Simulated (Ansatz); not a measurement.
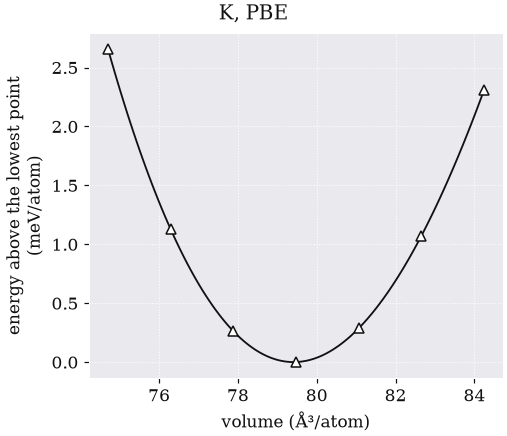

The figure shows the energy above the lowest point against volume for K, space group Pm-3m (No. 221) (one of a set of cubic test structures, which need not be the stable phase).

Calculation (Ansatz 0.2.0 development build): equation of state of a cubic crystal from periodic Kohn-Sham density functional theory without spin, third-order Birch-Murnaghan fit to the free energies; pressure corrected for the finite basis. Level: PBE.

```csv
setting,value
structure type,simple cubic
atoms in cell,1
space group number,221
lattice centring,simple cubic
k mesh,13×13×13
occupation method,Fermi–Dirac
occupation width,0.06123 eV
wave cutoff,420 eV
datasets,soft-1 PAW
density tolerance,1e-07 eV
bands,9
density cutoff ratio,4
search for lower states,default
```

From this curve and the settings, what does the calculation give for the pressure at the same points?

The pressure falls from 0.19 GPa at volume 74.70 Å³/atom to −0.15 GPa at 84.24 Å³/atom, and changes sign near 79.5 Å³/atom.

```json
{"volume (Å³/atom)": "74.70", "pressure (GPa)": "0.19"}
{"volume (Å³/atom)": "76.29", "pressure (GPa)": "0.12"}
{"volume (Å³/atom)": "77.88", "pressure (GPa)": "0.06"}
{"volume (Å³/atom)": "79.47", "pressure (GPa)": "0.00"}
{"volume (Å³/atom)": "81.06", "pressure (GPa)": "-0.06"}
{"volume (Å³/atom)": "82.65", "pressure (GPa)": "-0.10"}
{"volume (Å³/atom)": "84.24", "pressure (GPa)": "-0.15"}
```

Keep in mind: cubic model structure, not the ambient form; modest k-mesh, values are not fully converged in k.
